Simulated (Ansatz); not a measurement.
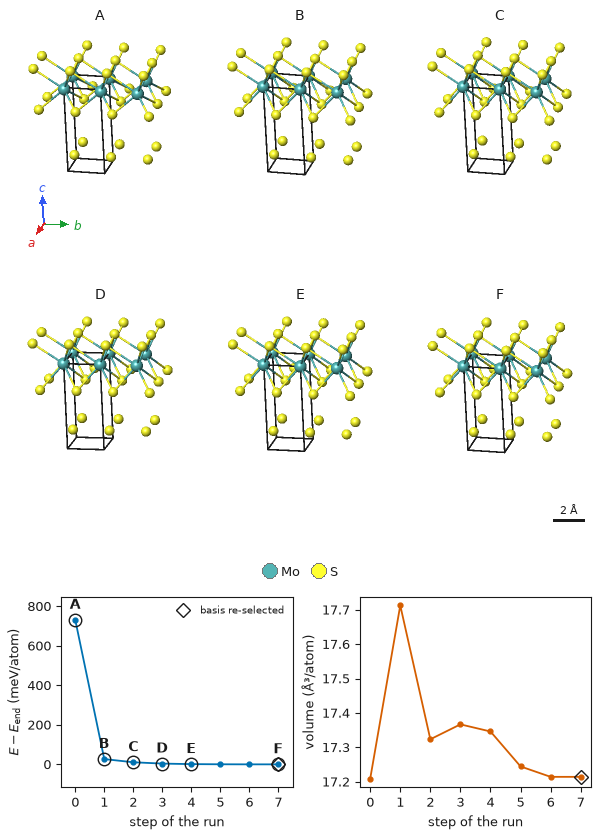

Frames of a relaxation of solid MoS2 (set up in P1), marked on the history of the run. Style: ball-and-stick. Shown: the cell of the calculation, reduced to other axes, repeated 2 × 3 × 1 with one cell outlined, slightly off an axis. Lengths and directions refer to the drawn axes.

Level of theory: DFT PBE+D3(BJ), scalar-relativistic, plane waves, PAW (Ansatz 0.2.0). Set-up: plane-wave cutoff 420 eV; k-point mesh 12 × 12 × 12; occupations gaussian; smearing width 0.05 eV; no spin polarisation; cell and atoms relaxed; force threshold 0.01 eV/Å; at most 80 steps.

Q: Describe the path.

A: The atom that moves furthest relative to the cell is an S atom (0.30 Å along [2 1 −1]). Largest moves by element: S 0.30 Å, Mo 0.15 Å. The drawn cell changes at constant volume: a = b unchanged at 3.153 Å, c 6.267 → 6.268 Å (0.0 %). Near-neighbour distances that change, for instance: Mo–S 1.954 → 2.400 Å, Mo–S 2.352 → 2.400 Å, Mo–S 2.422 → 2.400 Å. Bond angles that change, for instance: S–Mo–S 93.7° → 82.1°, Mo–S–Mo 93.7° → 82.1°, S–Mo–S 125.3° → 135.4°. The space group (tolerance 0.01 Å) goes from P1 (No. 1) to R3m (No. 160). Over 6 accepted moves (7 points after the start) the energy falls by 731 meV per atom. The largest force component goes from 9.5 to 0.0033 eV/Å. Pressure: 27.27 GPa at the start and 0.00 GPa at the end. The SCF was repeated once at an unchanged geometry on a basis and grid sized afresh for the cell, which shifted the energy by less than 0.05 meV per atom at most. From step 0 to 1: an S atom moves most (0.20 Å), volume +2.9 %, energy −704 meV per atom. From step 1 to 2: an S atom moves most (0.04 Å), volume −2.2 %, energy −16.1 meV per atom. From step 2 to 3: an S atom moves most (0.19 Å), volume +0.3 %, energy −6.7 meV per atom. From step 3 to 4: an S atom moves most (0.06 Å), volume −0.1 %, energy −2.7 meV per atom. From step 4 to 7: S atoms move most (0.04 Å), volume −0.8 %, energy −1.2 meV per atom.

```json
{"step": "0", "E − E(0), meV/atom": "0.00", "largest force component, eV/Å": "9.5130", "pressure, GPa": "27.27", "volume, Å³/atom": "17.209", "note": ""}
{"step": "1", "E − E(0), meV/atom": "-704.42", "largest force component, eV/Å": "1.0946", "pressure, GPa": "-0.63", "volume, Å³/atom": "17.713", "note": ""}
{"step": "2", "E − E(0), meV/atom": "-720.55", "largest force component, eV/Å": "0.6355", "pressure, GPa": "0.34", "volume, Å³/atom": "17.323", "note": ""}
{"step": "3", "E − E(0), meV/atom": "-727.23", "largest force component, eV/Å": "0.0389", "pressure, GPa": "0.17", "volume, Å³/atom": "17.367", "note": ""}
{"step": "4", "E − E(0), meV/atom": "-729.92", "largest force component, eV/Å": "0.0486", "pressure, GPa": "-0.07", "volume, Å³/atom": "17.346", "note": ""}
{"step": "5", "E − E(0), meV/atom": "-730.73", "largest force component, eV/Å": "0.0217", "pressure, GPa": "0.03", "volume, Å³/atom": "17.244", "note": ""}
{"step": "6", "E − E(0), meV/atom": "-731.09", "largest force component, eV/Å": "0.0033", "pressure, GPa": "0.01", "volume, Å³/atom": "17.214", "note": ""}
{"step": "7", "E − E(0), meV/atom": "-731.09", "largest force component, eV/Å": "0.0033", "pressure, GPa": "0.00", "volume, Å³/atom": "17.214", "note": "same geometry, new basis"}
```
